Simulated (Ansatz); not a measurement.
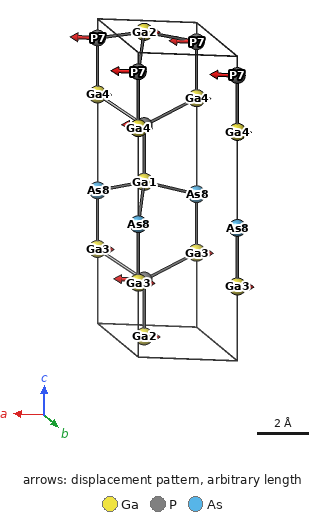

Phonons of solid Ga4AsP3 (a generated structure), space group P3m1 (No. 156), at the zone centre. The optical levels lie at 56 (×2), 63 (×2), 74 (×2), 143, 152, 219, 257, 264 (×2), 328 (×2), 331 (×2), 335 (×2), 340, 356, 363 cm⁻¹. One mode is drawn. The red arrows give the relative displacements of the atoms. A ball-and-stick model of the cell of the calculation, seen from a free direction.

The calculation used DFT PBE, scalar-relativistic, plane waves, PAW (Ansatz). (plane-wave cutoff 420 eV; k-point mesh 12 × 12 × 2; occupations fixed; no spin polarisation)

Frequencies are those without the non-analytic (LO–TO) term.

Q: Which of these frequencies is the drawn mode's?

A: The level at 335 cm⁻¹. This is the E mode (doubly degenerate; one member of the set is drawn), optical level 11 of 14, counted from below, infrared- and Raman-active by symmetry. The As atoms hardly move; all motion is along a; it stretches the shortest Ga–P bonds (2.40 Å); the kinetic energy is shared as P 70 %, Ga 30 %. Its infrared intensity is 30 (D/Å)²/amu for the set.
